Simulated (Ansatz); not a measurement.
**Field-gradient calculation, with input and output: MoSi₂**

The run: field-gradient calculation of MoSi₂ (I4/mmm, 3 atoms in the cell). Method and program: DFT, PBE, PAW with Ansatz's default frozen-core files, scalar-relativistic, no spin polarisation (Ansatz 0.2.0).

The structure derives from an entry of the Crystallography Open Database. Its volume is 0.94 times that of the source entry. It belongs to a series of runs on one base structure; here: volume scaled by 0.94, PAW files. Figures and captions count atoms from 1; the log counts them from 0 in places.

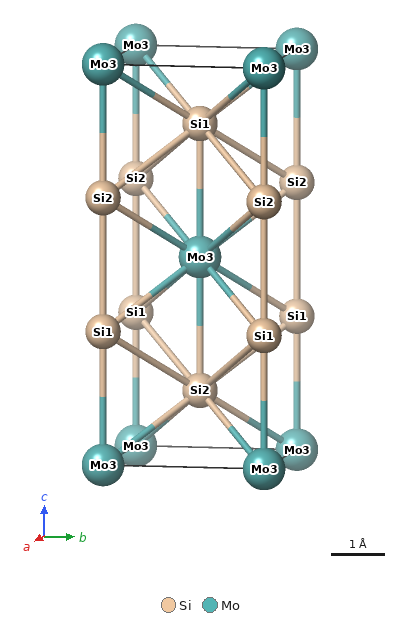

The structure as given in the input (ball-and-stick view of the cell 2 times as large as that of the calculation, set on its symmetry axes, seen slightly off an axis; atoms are numbered from 1 in the order of the input).

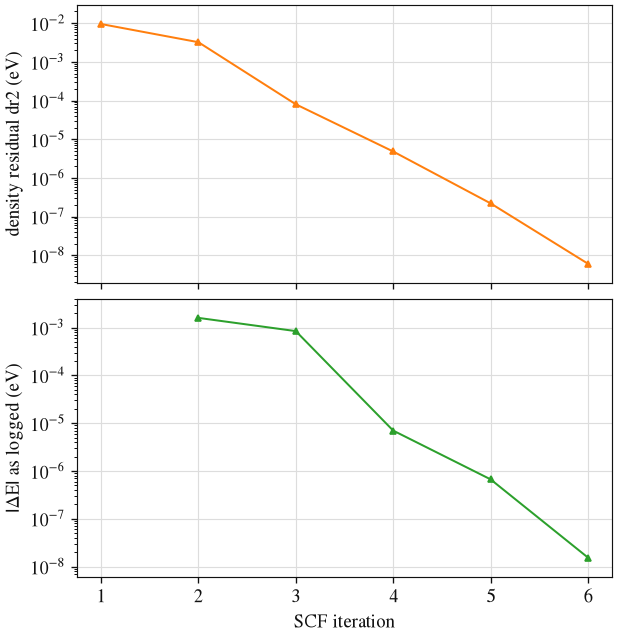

Convergence of the self-consistent field: density residual dr2 and size of the energy change against the SCF iteration. The residual falls at every step.

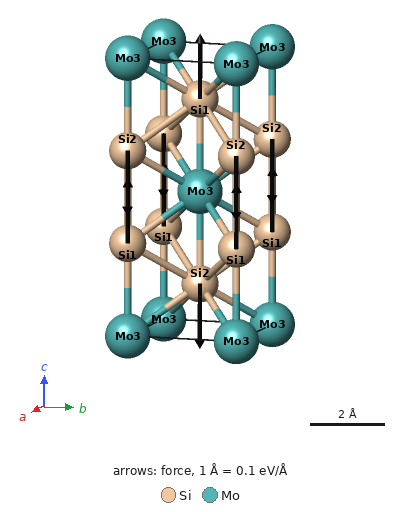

Forces on the atoms as black arrows (ball-and-stick view of the cell 2 times as large as that of the calculation, set on its symmetry axes, seen slightly off an axis; atoms are numbered from 1 in the order of the input). The largest act on Si1, Si2 (0.18 eV/Å). The geometry is not a stationary point of this energy.

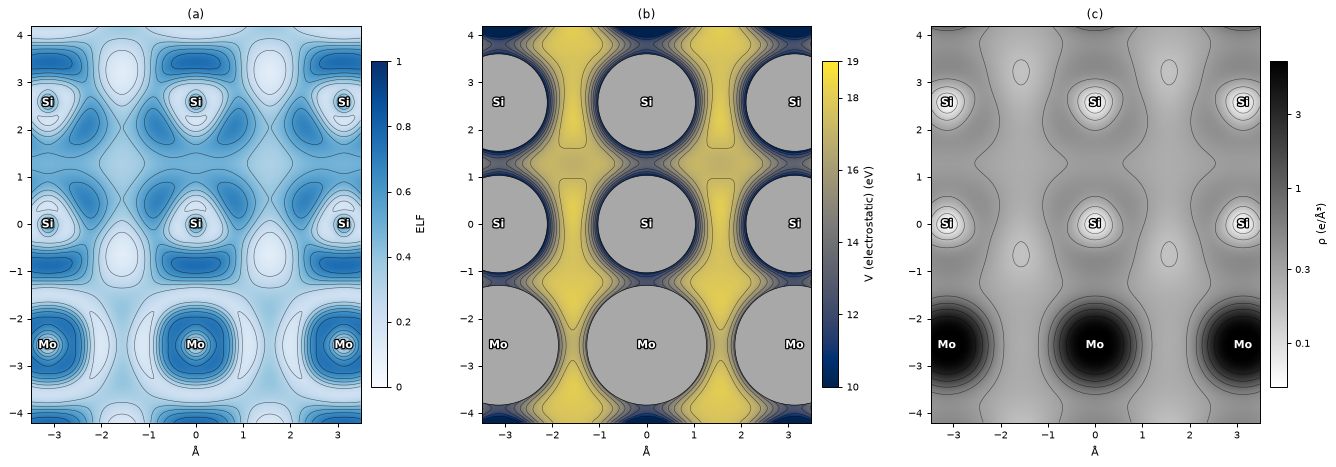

(a) ELF; (b) electrostatic potential energy of an electron; (c) valence electron density on the (010) plane of the conventional cell. Grey discs, where drawn, cover atomic cores. The section cuts through Si and Mo sites. Si–Si (2.57 Å): ρ is about 0.34 e/Å³ halfway, a local maximum along the line; the ELF is about 0.45 at the midpoint. Si–Mo (2.56 Å): ρ at the midpoint is about 0.43 e/Å³; the ELF is about 0.40 at the midpoint. Away from the nuclei the density in this plane falls to 0.17 e/Å³ at its lowest. The strong features right at Mo lie inside the PAW spheres (semicore, d or f shells) and say nothing about bonding. Outside the cores the potential energy rises away from the atoms and is highest about 1.6 Å from the nearest atoms; outside the discs it spans about 8 eV, and its zero is arbitrary. The fields are those of the smooth PAW valence density.

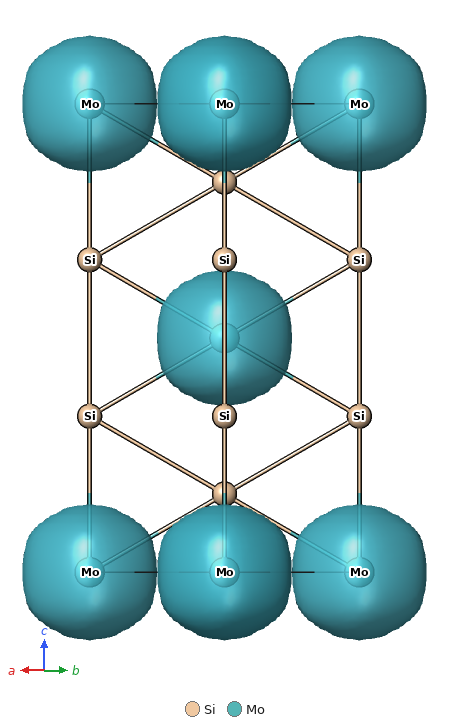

Isosurface of the valence electron density at 0.5 e/Å³ (cyan), seen along [110]. Sticks mark near contacts. The outline is the cell set on symmetry axes. At this value the density breaks into separate islands; it holds about 50 % of the electrons treated as valence (semicore included). It is pinched off along the Si–Si (2.56 Å) and Si–Mo (2.56 Å) contacts. On the grid the lowest density along these lines, outside the cores, is 0.36 e/Å³ (Si–Si, 2.56 Å) and 0.42 e/Å³ (Si–Mo, 2.56 Å).

These pictures come from the run below.

## The input
```yaml
crystal:
  lattice:
    - [-1.5673377739, 1.5673377739, 3.8502632003]
    - [1.5673377739, -1.5673377739, 3.8502632003]
    - [1.5673377739, 1.5673377739, -3.8502632003]
  atoms:
    - { symbol: Si, position: [0.333, 0.333, 0.0] }
    - { symbol: Si, position: [0.667, 0.667, 0.0] }
    - { symbol: Mo, position: [0.0, 0.0, 0.0] }
kpoints:
  mp_grid: { grid: [12, 12, 16] }
scf:
  occupations: { method: fermi_dirac, width: 0.03 }
hamiltonian:
  xc: pbe
  pseudopotentials: { kind: paw }
output:
  forces: true
  stress: true
  eigenvalues: true
  efg: { contact_densities: true }
  write_density: true
  write_potential: true
  elf: true
  volumetric_format: npy
```

Run as:
```bash
ansatz run input.yaml --threads 1 --pin off --max-ram 6144MiB --backend cpu --events-out ev --progress --plain --runs-dir out
```

## The program's output
```
Warning: crystal.symmetry: narrowed to the stabiliser of the k-point mesh — unitary ops 16 → 4; excluded 12 operations that carry a point of the 12×12×16 mesh (shift [0, 0, 0]) off the mesh (the run samples exactly the mesh kpoints.mp_grid names, as under crystal.symmetry.detect: false, and its converged state has the mesh's symmetry, not the crystal's; ε∞, the Born charges and the force constants of a linear response (`dielectric:` by the response, `phonons.method: dfpt`) are averaged over those of the crystal's operations that the state keeps within a tolerance, where `mesh_tensors`, `unaveraged_element` or `gamma_mean_max_change_ev_ang2` stands beside them; a row that `dielectric.field_direction` solves alone is averaged likewise, with nothing beside; a Γ-centred mesh of equal divisions is mapped onto itself by every operation and keeps the whole group, as does a half-shifted one under kpoints.further_shifts: images)
Mo: output.efg is read without spin–orbit coupling, which moves field gradients at and beside such atoms by some per cent and up to a factor of two; PAW files take it under magnetization.noncollinear and magnetization.spin_orbit
Engine: ansatz 0.2.0, aarch64-unknown-linux-gnu
Pseudopotentials: kind: paw
Pseudopotential: Si, paw, valence charge 4, recommended cutoff 420 eV (normal), Si.paw.azcp
Pseudopotential: Mo, paw, valence charge 14, recommended cutoff 420 eV (normal), Mo.paw.azcp
Functional definition: PBE
  parameter kappa = 0.804
  parameter beta = 0.06672455060314922
  exchange = pbe_x(kappa = kappa, mu = beta*pi^2/3)
  correlation = pbe_c(beta = beta)
Crystal: 3 atoms, lattice volume = 37.833 Å³
Basis set: ecut = 420 eV, 761 PW (Γ), exchange–correlation on 60×60×60 points (8 copies of the dense FFT grid, shifted against one another)
Bands: 15, of which v1, the nominal top of the filled ones, is band 11 counted from 1 (10 counted from 0)
Symmetry: 4 space group operations
k-points: 632 of 2304
Non-local potential: Si, projectors of the file, l = 0: 2, l = 1: 2, l = 2: 2
Non-local potential: Mo, projectors of the file, l = 0: 3, l = 1: 2, l = 2: 2, l = 3: 1
PAW form: soft (Blöchl's): semilocal exchange-correlation on the pseudo side does not see the compensation charge
PAW one-centre angular grid: Si, 110 points (default); XC on 64 Gauss nodes
PAW one-centre angular grid: Mo, 590 points (default); XC on 64 Gauss nodes
Initial density: superposition of atomic densities (neutral atoms: chi_scale 0, normalization atom), corrected by the library's trained network
Initial wavefunctions: pseudopotential atomic-orbital guess
Functional: x = pbe(κ = 0.804, μ = 0.2195149727645171), c = pbe(β = 0.06672455060314922)
SCF iter   1: F=—  HF=-6228.976169 eV  |F-HF|=—  |Δ(HF+E_count)|=         —  Δρ=5.01e-3  dr2=9.50e-3  ethr=1.77e-3  ⟨swp⟩=5.9  Hψ=56066  notcnv=0
preconditioner: auto → Kerker (q_TF=auto, 2.493 Å⁻¹)  [metal: Δε(μ)=0.011 eV  Ē_g=8.143 eV  σ=0.030 eV  W_gap=0.09  n_scr=10 (ndim 8)  ℏωp=22.6 eV  f_vac=0.000  D(μ)=0.22/eV (n_scr^D=0)]
SCF iter   2: F=—  HF=-6228.974580 eV  |F-HF|=—  |Δ(HF+E_count)|=   1.59e-3  Δρ=2.80e-3  dr2=3.22e-3  ethr=4.32e-5  ⟨swp⟩=1.3  Hψ=14819  notcnv=0
SCF iter   3: F=—  HF=-6228.973739 eV  |F-HF|=—  |Δ(HF+E_count)|=   8.41e-4  Δρ=3.68e-4  dr2=8.01e-5  ethr=1.46e-5  ⟨swp⟩=2.5  Hψ=15173  notcnv=0
SCF iter   4: F=—  HF=-6228.973732 eV  |F-HF|=—  |Δ(HF+E_count)|=   6.98e-6  Δρ=1.35e-4  dr2=4.83e-6  ethr=3.64e-7  ⟨swp⟩=2.5  Hψ=13815  notcnv=0
SCF iter   5: F=—  HF=-6228.973731 eV  |F-HF|=—  |Δ(HF+E_count)|=   6.67e-7  Δρ=2.37e-5  dr2=2.21e-7  ethr=2.20e-8  ⟨swp⟩=2.2  Hψ=13784  notcnv=0
SCF iter   6: F=-6228.973731 eV  HF=-6228.973731 eV  |F-HF|=2.77e-9  |Δ(HF+E_count)|=   1.54e-8  Δρ=4.23e-6  dr2=6.09e-9  ethr=4.55e-10  ⟨swp⟩=8.4  Hψ=58840  notcnv=0
SCF 1 converged in 6 iterations: F = -6228.973731 eV  dr2 = 6.09e-9
  greatest PAW one-centre occupation: 0.998 electrons in one spin orbital (limit 2), on the Mo atom at site 2 (counted from 0), in its partial waves of l = 0
SCF converged after 6 iterations
Free energy (F): -6228.973731 eV
Harris-Foulkes:  -6228.973731 eV  (|F-HF|=2.77e-9)
Internal energy: -6228.973079 eV  (E = F + TS)
E sigma→0 (E₀):  -6228.973405 eV
Entropy (-TS):   -0.000652 eV (-0.217 meV/atom)
Fermi energy:    17.193552 eV
--- Per-component energies (eV) ---
  E_band       = -23.176115
  E_kinetic    = 537.419629
  E_local      = -1104.948667  (includes V_loc(G=0)·N_el)
  E_nonlocal   = 193.746524
  E_hartree    = 416.022917
  E_xc         = -300.767202
  E_vxc        = -331.867423  (∫ρ·V_xc dr)
  E_paw        = -4227.340640  (= ΣΔE_a)
  E_vpaw       = -149.569770  (= ΣTr[D̂ρ^β])
  E_aug_tail   = 0.000049  (compensation charges beyond the density's cutoff)
  E_ewald      = -1743.105689
  E_smearing   = -0.000652  (= −TS)
  E_closure    = -0.000000  (closes the sum)
  Σ components = -6228.973731   (vs F -6228.973731, Δ=0.00e0)
--- Forces (eV/Å), atoms counted from 1 ---
  atom   1  Si     0.00082814     0.00082814     0.18105591
  atom   2  Si    -0.00082814    -0.00082814    -0.18105591
  atom   3  Mo    -0.00000000    -0.00000000     0.00000000
  max |Σ_I F_I| component: 2.96e-31 eV/Å
--- Stress (GPa, compression-positive) ---
       17.401457       0.024611      -0.007960
        0.024611      17.401457      -0.007960
       -0.007960      -0.007960      18.190704
  P = ⅓ Tr σ = 17.6645 GPa (176.645 kbar)
--- PAW observables at the nuclei: V_zz in 10²¹ V/m², potentials from the cell's mean, atoms counted from 1 ---
  atom   1  Si V_zz =    -1.344637   η = 0.0024   by run symmetry: allowed
            electrostatic potential = -1369.695053 V   contact ρ = 12810.064165 e/Å³
  atom   2  Si V_zz =    -1.344637   η = 0.0024   by run symmetry: allowed
            electrostatic potential = -1369.695053 V   contact ρ = 12810.064165 e/Å³
  atom   3  Mo V_zz =    -6.621587   η = 0.0094   by run symmetry: allowed
            electrostatic potential = -6359.497970 V   contact ρ = 595250.688070 e/Å³
--- Band table (eV; the first three rows and the last of 632) ---
  k-point 0: bands = ["-43.4860", "-17.6969", "-17.5587", "-17.5578", "3.2233", "10.4347", "13.7957", "13.8514", "14.3354", "14.3357", "17.6114", "20.0523", "20.6568", "20.9985", "20.9989"]
  k-point 1: bands = ["-43.4841", "-17.6944", "-17.5701", "-17.5691", "3.3513", "10.5517", "13.2382", "13.8955", "13.9906", "14.9265", "17.1248", "20.2591", "20.3817", "20.8311", "21.0620"]
  k-point 2: bands = ["-43.4788", "-17.6873", "-17.6045", "-17.5987", "3.7277", "10.8712", "12.6029", "13.2093", "14.0314", "15.5529", "16.0230", "19.8054", "20.7745", "20.8766", "21.2039"]
  k-point 631: bands = ["-43.4851", "-17.7306", "-17.5608", "-17.5599", "5.1742", "6.8162", "13.3184", "14.7034", "16.5301", "16.5307", "16.6569", "16.6570", "17.7653", "22.0590", "23.0928"]
```

## File rho_z.tsv
```
# z_ang	rho[e/angstrom^3]
# format = ansatz-planar-average/11
# lattice	-1.567337774	1.567337774	3.850263200
# lattice	1.567337774	-1.567337774	3.850263200
# lattice	1.567337774	1.567337774	-3.850263200
# sites	3
# site	14	0.000000000	0.000000000	2.564275291
# site	14	0.000000000	0.000000000	5.136251109
# site	42	0.000000000	0.000000000	0.000000000
0.000000	8.964735e-1
0.148090	8.896015e-1
0.296180	8.688923e-1
0.444270	8.343120e-1
0.592361	7.865194e-1
0.740451	7.275412e-1
0.888541	6.610042e-1
1.036631	5.916750e-1
1.184721	5.245458e-1
1.332811	4.639454e-1
1.480901	4.129433e-1
1.628992	3.730512e-1
1.777082	3.442390e-1
1.925172	3.253523e-1
2.073262	3.148426e-1
2.221352	3.114896e-1
2.369442	3.148426e-1
2.517532	3.253523e-1
2.665623	3.442390e-1
2.813713	3.730512e-1
2.961803	4.129433e-1
3.109893	4.639454e-1
3.257983	5.245458e-1
3.406073	5.916750e-1
3.554163	6.610042e-1
3.702254	7.275412e-1
3.850344	7.865194e-1
3.998434	8.343120e-1
4.146524	8.688923e-1
4.294614	8.896015e-1
```

## File v_z.tsv
```
# z_ang	v_es[eV]	v_tot[eV]
# format = ansatz-planar-average/11
# xc	pbe
# density_cutoff_ev	1680
# datasets	Si=:simpson_from_first_knot:soft	Mo=:simpson_from_first_knot:soft
# lattice	-1.567337774	1.567337774	3.850263200
# lattice	1.567337774	-1.567337774	3.850263200
# lattice	1.567337774	1.567337774	-3.850263200
# sites	3
# site	14	0.000000000	0.000000000	2.564275291
# site	14	0.000000000	0.000000000	5.136251109
# site	42	0.000000000	0.000000000	0.000000000
0.000000	-5.896363e0	-2.061589e1
0.148090	-5.658450e0	-2.033288e1
0.296180	-4.954050e0	-1.949285e1
0.444270	-3.811175e0	-1.812396e1
0.592361	-2.276190e0	-1.627483e1
0.740451	-4.121051e-1	-1.401584e1
0.888541	1.703116e0	-1.144729e1
1.036631	3.975892e0	-8.708618e0
1.184721	6.292930e0	-5.969166e0
1.332811	8.519917e0	-3.395448e0
1.480901	1.051401e1	-1.120963e0
1.628992	1.215742e1	7.625529e-1
1.777082	1.339644e1	2.206201e0
1.925172	1.424892e1	3.208941e0
2.073262	1.475438e1	3.797939e0
2.221352	1.492355e1	3.992196e0
2.369442	1.475438e1	3.797939e0
2.517532	1.424892e1	3.208941e0
2.665623	1.339644e1	2.206201e0
2.813713	1.215742e1	7.625529e-1
2.961803	1.051401e1	-1.120963e0
3.109893	8.519917e0	-3.395448e0
3.257983	6.292930e0	-5.969166e0
3.406073	3.975892e0	-8.708618e0
3.554163	1.703116e0	-1.144729e1
3.702254	-4.121051e-1	-1.401584e1
3.850344	-2.276190e0	-1.627483e1
3.998434	-3.811175e0	-1.812396e1
4.146524	-4.954050e0	-1.949285e1
4.294614	-5.658450e0	-2.033288e1
```

## Results in brief

```json
{"quantity": "outcome", "value": "converged"}
{"quantity": "space group (tolerance 0.01 Å)", "value": "I4/mmm (139)"}
{"quantity": "electrons treated", "value": "22"}
{"quantity": "free energy", "value": "−6228.9737 eV"}
{"quantity": "Fermi energy", "value": "17.194 eV"}
{"quantity": "pressure", "value": "17.66 GPa"}
{"quantity": "field gradient V_zz (10²¹ V/m²)", "value": "Si −1.34, Si −1.34, Mo −6.62"}
{"quantity": "largest force (length of the vector)", "value": "0.181 eV/Å"}
{"quantity": "hardware", "value": "1 thread of Arm Neoverse V1, 24 GiB of memory available, shared host"}
{"quantity": "wall time", "value": "34 s"}
{"quantity": "peak memory", "value": "0.6 GiB"}
```

Warnings of the run: the field gradients leave out spin–orbit coupling; the k-point mesh lowers the symmetry that the run can use. The cell is under a pressure of 17.7 GPa at this level, so it is not at its equilibrium volume.
